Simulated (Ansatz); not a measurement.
```cif
data_structure
_symmetry_space_group_name_H-M 'P 1'
_symmetry_Int_Tables_number 1
_cell_length_a 3.5063
_cell_length_b 3.5063
_cell_length_c 3.5063
_cell_angle_alpha 90.000
_cell_angle_beta 90.000
_cell_angle_gamma 90.000
_cell_volume 43.11
loop_
_atom_site_label
_atom_site_type_symbol
_atom_site_fract_x
_atom_site_fract_y
_atom_site_fract_z
_atom_site_occupancy
Si1 Si 0.00000 0.00000 0.00000 1
Ni1 Ni 0.00000 0.50000 0.50000 1
Ni2 Ni 0.50000 0.00000 0.50000 1
Ni3 Ni 0.50000 0.50000 0.00000 1
```

Space group Pm-3m; computed without spin polarisation.

Theory: DFT PBE, scalar-relativistic, plane waves, PAW (Ansatz 0.2.0).

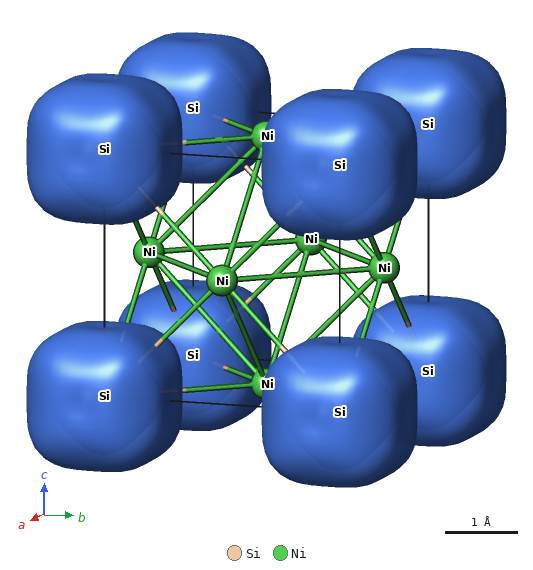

SiNi3. Isosurface of the electron localisation function at 0.55 (blue), seen slightly off an axis. Only the valence region is drawn (cores and ρ < 0.01 e/Å³ removed). Sticks mark near contacts.

**Describe the localisation domains.**

The ELF exceeds this value in one region wrapped around Si (its valence shell), counted in one cell of 4 atoms. Regions shared between cells count once.

Values along the shortest contacts:
Si–Ni (2.48 Å): the ELF peaks at about 0.65 in the valence shell of Si, 0.9 Å from its nucleus, and is about 0.40 at the midpoint. Ni–Ni (2.48 Å): the ELF is about 0.25 at the midpoint (no shared electron pair shows on this line).

**Does the calculation make it a metal, or give it a gap?**

It is gapless in this calculation (a metal or semimetal).
